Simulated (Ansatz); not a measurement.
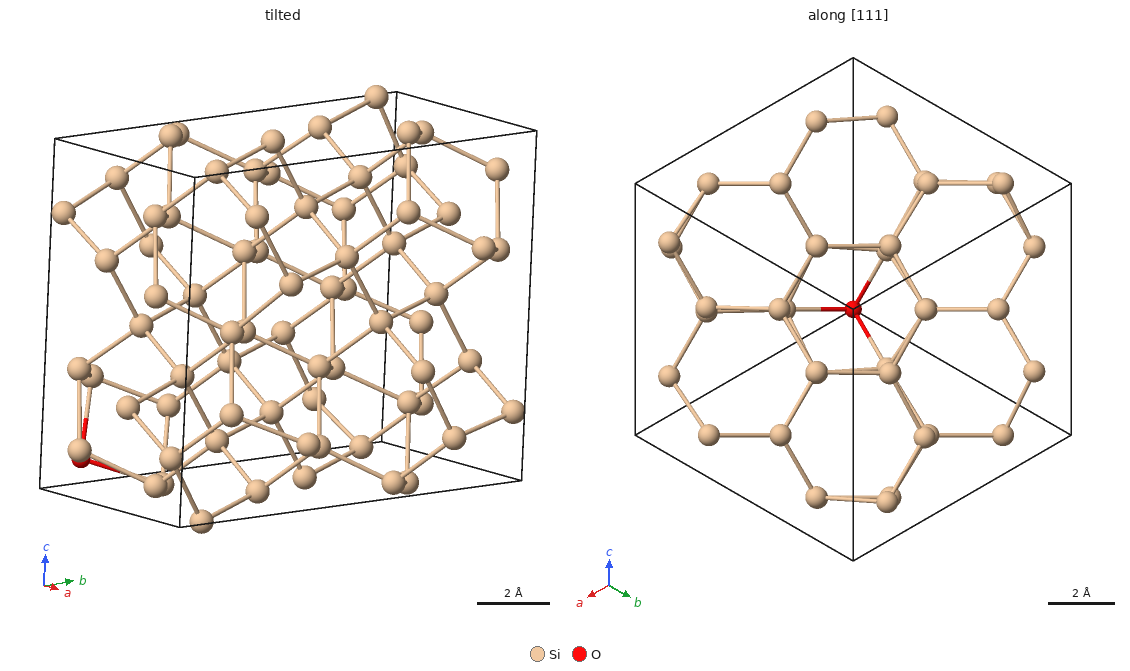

Ball-and-stick model, viewed slightly off an axis and along [111]. The lines enclose the simulation cell; boundary atoms appear with their images. Cell: a = 9.992 Å, b = 9.992 Å, c = 9.992 Å, α = 83.76°, β = 83.76°, γ = 83.76°.

In words:

- This is Si48O.
- Space group: R32 (No. 155). Lattice: rhombohedral (trigonal R).
- Cell content 48 Si, 1 O; Z = 1.
- The coordination shell of O holds six Si at about 2.4 Å.
- Taking every contact within bonding distance, one finds Si 4 to 5 (mean 4.1).
- The bonds build a three-dimensional framework.

Provenance: a structure listed in the Materials Project, repeated into a supercell with a point defect put in. The atoms were relaxed in a fixed cell with DFT PBE, scalar-relativistic, plane waves, PAW (Ansatz 0.2.0).
